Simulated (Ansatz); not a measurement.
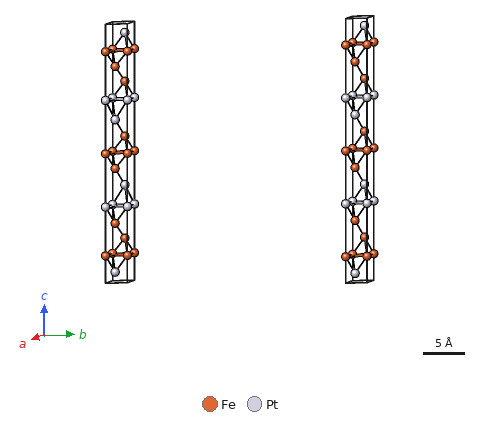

Two geometries of crystalline Fe3Pt2 (a generated structure, set up in R-3m) (coarse preliminary run), drawn at one scale. One is the start of a relaxation, the other its converged end. The picture is a ball-and-stick view of the conventional cell (3 times the calculation's cell), seen slightly off an axis. Lengths and directions refer to the drawn axes.

These are results of DFT PBE, scalar-relativistic, plane waves, PAW (Ansatz 0.2.0), not measurements. (plane-wave cutoff 420 eV; k-point mesh 6 × 6 × 6; occupations gaussian; smearing width 0.1 eV; collinear spin; cell and atoms relaxed; force threshold 0.04 eV/Å; at most 70 steps)

Question: Which one is relaxed?

Answer: The left one is the relaxed one. The largest moves relative to the cell, 0.19 Å, are those of Pt atoms. By element the largest moves are Pt 0.19 Å, Fe 0.19 Å. The drawn cell changes as follows: a = b 2.655 → 2.733 Å (+2.9 %), c 32.521 → 31.832 Å (−2.1 %); the volume changes by +3.7 %. Among the contacts that change: Pt–Pt 2.655 → 2.956 Å, Fe–Fe 2.655 → 2.498 Å, Fe–Fe 2.655 → 2.733 Å, Pt–Pt 2.655 → 2.733 Å. The space group stays R-3m (No. 166). The energy falls by 131 meV per atom in 6 accepted moves (7 points after the start). Largest force component: 3.1 eV/Å at the start, 0.0043 eV/Å at the end. Pressure: 14.04 GPa at the start and 0.00 GPa at the end. The SCF was repeated once at an unchanged geometry on a basis and grid sized afresh for the cell, which shifted the energy by 0.3 meV per atom at most.
